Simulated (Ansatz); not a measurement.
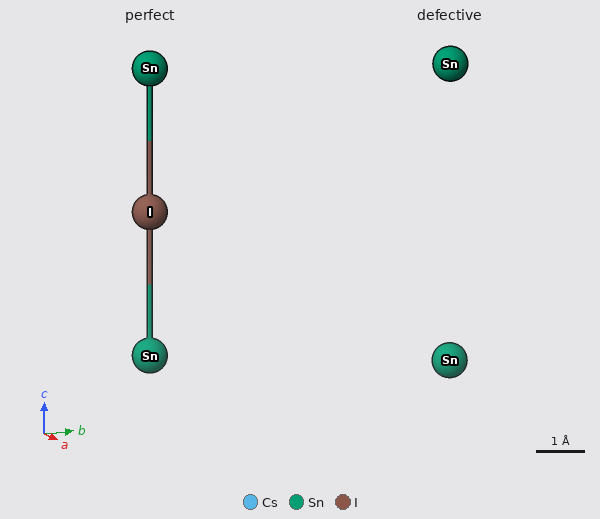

Left: perfect CsSnI₃. Right: the same region with one point defect, after relaxing the atoms in a supercell of 40 sites. Style: ball-and-stick. Shown: the atoms within 3.3 Å of one point, slightly off an axis.

Method: Ansatz 0.2.0, DFT, PBEsol, PAW, plane waves. Settings: plane-wave cutoff 420 eV; k-point mesh 1 × 1 × 1; mesh shifted by (0.25, 0.25, 0.25); no spin polarisation. Fermi-Dirac smearing of 0.01 eV. A uniform background neutralises the charged cell. The axes drawn are those of the host's conventional cell.

> Which defect is it?

An iodine atom is taken out (a vacancy).

The charge state of the cell is +1.

> What does the relaxation do around it?

Around the empty I site the host had 2 Sn at 3.08 Å; after relaxation the nearest atoms are 2 Sn at 3.18 Å. Of the host's atoms, a caesium atom moves furthest from its site, by 0.35 Å.

Limits of the set-up: the cell is charged, on a uniform background, and energies carry no finite-size correction.
